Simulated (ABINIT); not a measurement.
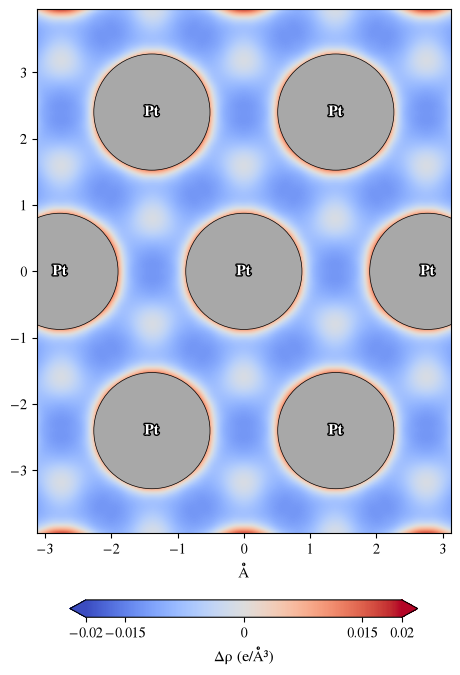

Pt. Difference of the valence pseudo-densities of two functionals at the same geometry, on the (111) plane of the calculation cell: one of HCTH407 and r2SCAN less the other.

Both computed with ABINIT (plane waves, PAW), on the same k-point mesh. Grey discs cover the atomic cores.

```xyz
1
Lattice="0.0000 1.9609 1.9609 1.9609 0.0000 1.9609 1.9609 1.9609 0.0000" Properties=species:S:1:pos:R:3 pbc="T T T"
Pt    0.0000    0.0000    0.0000
```

### Which was subtracted from which, and what does the map show?

It is HCTH407 less r2SCAN. Against r2SCAN, HCTH407 gives less density around Pt (−0.006 e/Å³ on average at 1.0 Å from the nucleus) and a change of −0.013 e/Å³ at the midpoint of Pt–Pt.
